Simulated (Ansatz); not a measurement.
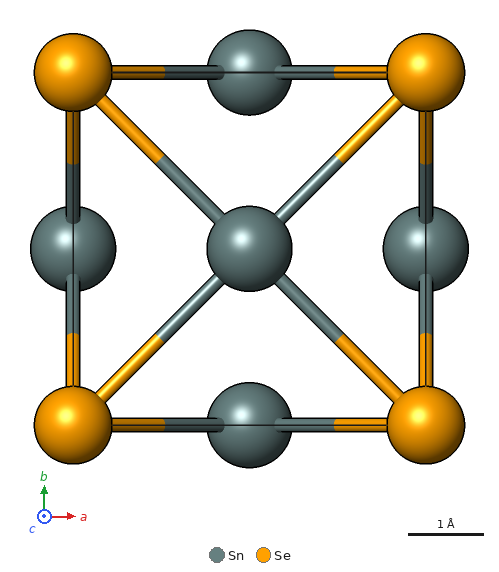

Solid Sn₃Se (set up in Pm-3m), before the relaxation. The picture is a ball-and-stick view of the cell of the calculation, seen along the c axis.

The run lets cell and atoms move.

All numbers below come from Kohn-Sham DFT of a periodic cell, PBEsol with D3(BJ)-ATM, Ansatz PAW (Ansatz).

Input file:
```yaml
crystal:
  lattice:
    - [4.741879, 0.0, 0.0]
    - [0.0, 4.741879, 0.0]
    - [0.0, 0.0, 4.741879]
  atoms:
    - { symbol: Sn, position: [0.5, 0.5, 0.0] }
    - { symbol: Sn, position: [0.5, 0.0, 0.5] }
    - { symbol: Sn, position: [0.0, 0.5, 0.5] }
    - { symbol: Se, position: [0.0, 0.0, 0.0] }
hamiltonian:
  xc: pbesol
  pseudopotentials: { kind: paw }
  dispersion: d3bjatm
kpoints:
  mp_grid: { grid: [6, 6, 6] }
scf:
  occupations: { method: fermi_dirac, width: 0.05 }
output:
  forces: true
  stress: true
  eigenvalues: true
relax:
  f_tol: 0.01
  max_steps: 40
  cell: { stress_tol: 0.05 }
```

Command:
```bash
ansatz run input.yaml --threads 2 --pin off --max-ram 5632MiB --backend cpu --events-out ev --progress --plain --runs-dir out
```

Predict the outcome.

Answer. Over 3 accepted moves (4 points after the start) the energy falls by 0.156 eV per cell of the calculation. All forces vanish by symmetry, so only the cell relaxes. The pressure goes from −4.72 to −0.02 GPa. At 1 point the geometry stayed and the basis and grid were re-selected for the new cell (energy shift of 1.9 meV per cell of the calculation at most each time). No atom moves by more than 0.005 Å relative to the cell. The drawn cell changes as follows: a = b = c 4.742 → 4.592 Å (−3.2 %); the volume changes by −9.2 %. Near-neighbour distances that change, for instance: Se–Sn 3.353 → 3.247 Å. The space group stays Pm-3m (No. 221). Cost: 13 s on 2 threads of Arm Neoverse V2 (shared host), peak memory 0.41 GiB.

History of the run:

| step | E − E(0), meV/atom | pressure, GPa | volume, Å³/atom | note |
| --- | --- | --- | --- | --- |
| 0 | 0.00 | -4.72 | 26.656 |  |
| 1 | -36.61 | 1.63 | 23.573 |  |
| 2 | -39.48 | -0.23 | 24.293 |  |
| 3 | -39.57 | -0.01 | 24.201 |  |
| 4 | -39.10 | -0.02 | 24.201 | same geometry, new basis |

After the run, drawn alike:

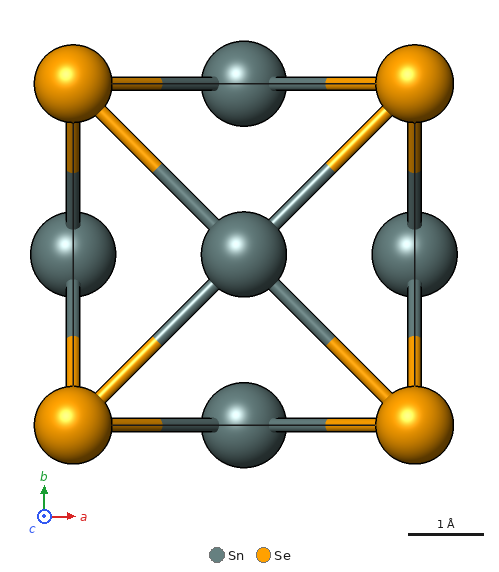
